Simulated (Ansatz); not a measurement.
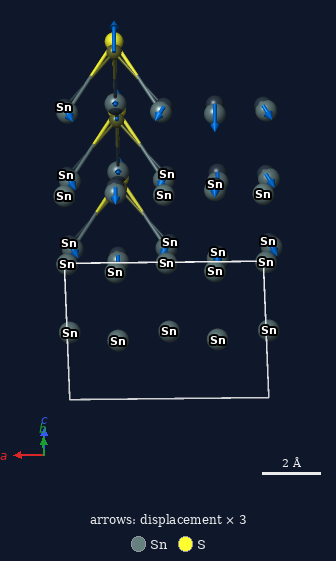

This is a constrained relaxation of a slab of composition Sn10S (cut from the I4/mmm phase). The starting structure is drawn faded, the final one solid; blue arrows show the displacements, magnified 3 times.

Style: ball-and-stick. Shown: the 1 × 2 repeat of the cell, outlined in the plane, without the vacuum, from a free direction.

Case: S put at a bridge Sn-Sn site. The slab is the (1 0 0) face of Sn with S on it. 4 atoms are held fixed.

All numbers below come from DFT PBE, scalar-relativistic, plane waves, PAW (Ansatz 0.2.0).

Input file:
```yaml
crystal:
  lattice:
    - [6.9621627756, 0.0, 0.0]
    - [0.0, 4.6186495791, 0.0]
    - [0.0, 0.0, 25.9621627756]
  atoms:
    - { symbol: Sn, position: [0.25, 0.5, 0.3273995343] }
    - { symbol: Sn, position: [0.75, 0.5, 0.3273995343] }
    - { symbol: Sn, position: [0.5, 0.0, 0.394440971] }
    - { symbol: Sn, position: [0.0, 0.0, 0.394440971] }
    - { symbol: Sn, position: [0.75, 0.5, 0.4606868391] }
    - { symbol: Sn, position: [0.25, 0.5, 0.4606868391] }
    - { symbol: Sn, position: [0.0, 0.0, 0.5331761446] }
    - { symbol: Sn, position: [0.5, 0.0, 0.5331761446] }
    - { symbol: Sn, position: [0.25, 0.5, 0.5895399631] }
    - { symbol: Sn, position: [0.75, 0.5, 0.5895399631] }
    - { symbol: S, position: [0.75, 0.0, 0.6203540369] }
basis:
  ecutwfc: 420
kpoints:
  mp_grid: { grid: [4, 6, 1] }
hamiltonian:
  xc: pbe
scf:
  occupations: { method: gaussian, width: 0.1 }
output:
  forces: true
  eigenvalues: true
  write_density: true
  write_potential: true
  elf: true
  volumetric_format: npy
relax:
  adjacent_minimum: "off"
  f_tol: 0.03
  max_steps: 70
  constraints: [{ sites: [0, 1, 2, 3] }]
efield:
  axis: 3
  dipole_correction: true
  ramp_width: 0.04
```

Command:
```bash
ansatz run input.yaml --threads 2 --pin off --max-ram 5120MiB --backend cpu --events-out ev --progress --plain --runs-dir out
```

What did the optimiser do to the structure, and how much energy did it gain?

The energy falls by 0.416 eV per cell of the calculation in 6 geometry steps. The largest force component goes from 1.7 to 0.018 eV/Å. S11 moves most: 0.43 Å along the normal (+c). Largest moves by element: S 0.43 Å, Sn 0.38 Å. The lattice vectors keep their values. Some distances before and after: Sn7–S11 2.855 → 3.320 Å, Sn10–S11 2.444 → 2.582 Å. Bond angles that change, for instance: S11–Sn10–S11 141.8° → 126.9°, Sn10–S11–Sn10 141.8° → 126.9°.

Limits of the set-up: the periodic images lie only 4.6 Å apart, so the values are limited by the cell's size.
